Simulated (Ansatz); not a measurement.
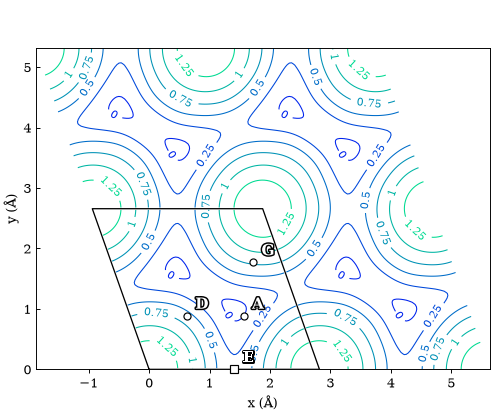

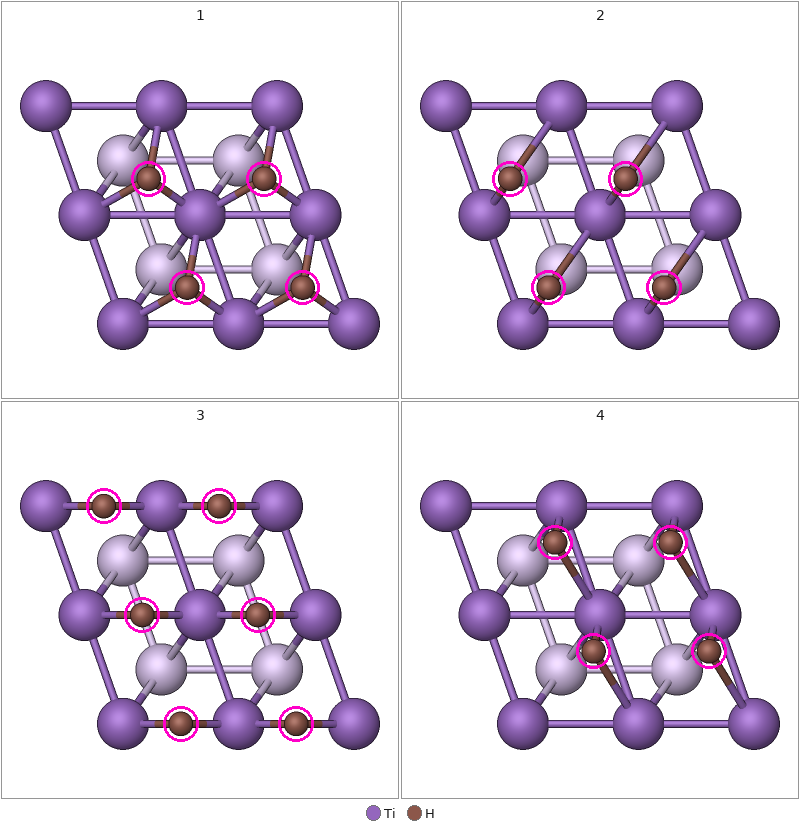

H on a Ti(110) slab cut from the Im-3m phase, its upper half relaxed before the scan (3 atoms of substrate and one adsorbate in a 1 × 1 cell). H is moved over the surface cell; relaxed at each place: the height of the adsorbate's atoms; substrate rigid; the origin of the map has the adsorbate above Ti3. Places are given modulo a cell vector. The map is drawn in real space over the plane of the surface. The scan uses a 6 × 6 grid; 13 points were computed and 23 follow by symmetry. Energies are in eV, from the lowest grid point. With one adsorbate in each 1 × 1 cell, its nearest image is 2.8 Å away, so neighbouring adsorbates interact. Method: DFT PBE, scalar-relativistic, plane waves, PAW in Ansatz 0.2.0. Settings: cutoff 420 eV, k-mesh 10×10×1, gaussian smearing 0.1 eV, no spin polarisation.

The picture shows contour lines labelled in eV, the outline of one cell of the 2 × 2 shown, lettered points. Between grid points the surface is interpolated. The numbered pictures are the structures at these points, in random order. Rings mark the moved atoms.

> Which structure belongs to which point?

A is structure 1: (4/6, 2/6) of the cell vectors [nearest 1 Ti at 1.86 Å], 0.00 eV; D is structure 2: (2/6, 2/6) of the cell vectors [nearest 1 Ti at 1.75 Å], 0.59 eV; E is structure 3: a bridge site between two Ti atoms, (3/6, 0/6) of the cell vectors, 0.28 eV; G is structure 4: (5/6, 4/6) of the cell vectors [nearest 1 Ti at 1.74 Å], 0.79 eV.

PAW datasets: the set soft_1.
